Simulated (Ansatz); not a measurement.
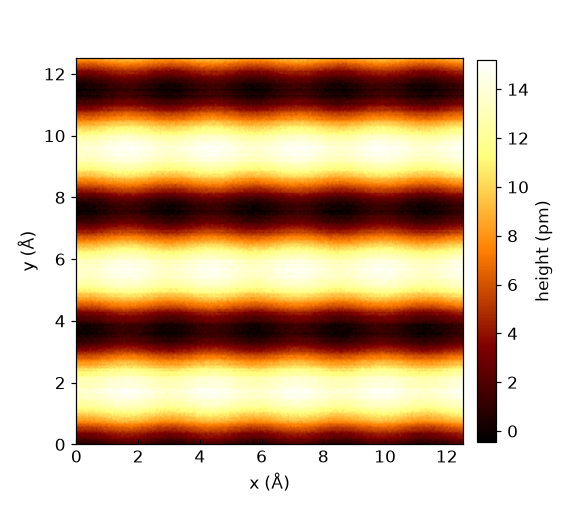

Simulated STM image (constant-current image at a set point of 1.5 × 10⁻⁶ e/Å³, sample bias −1.00 V). Noise was added.

Tersoff–Hamann simulation (s-wave tip); biases are sample biases. Bias windows are sharp sums over the levels of the k mesh.

**Give the periodicity of the image.**

The pattern repeats on a rectangular lattice with shortest vectors of 2.8 Å and 3.9 Å at 90°, a cell of 10.8 Å², with 1 maximum above 60 % of the range in each cell.

The surface:

Pt(110) (Fm-3m bulk, 8 atomic planes (those closer than 0.6 Å count as one), 10 Å). The brightest spots lie over the top Pt atoms; the darkest points are over the Pt atoms 1.2 Å below the top plane.

Method: DFT PBEsol, scalar-relativistic, plane waves, PAW in Ansatz. Cutoff 420 eV, 18 × 13 k-points, Gaussian smearing 0.1 eV, dipole correction. The slab is a cut without reconstruction beyond its cell, at the source's lattice constants, with its lower half held fixed and the rest relaxed. No spin polarisation. Spin–orbit coupling is left out; with Pt it can shift levels and gaps. The run couldn't confirm all of its levels under its output density. The run warns that the functional's potential is rough in the thin density of the vacuum, where the tip is; weak contrasts and barriers may feel it.
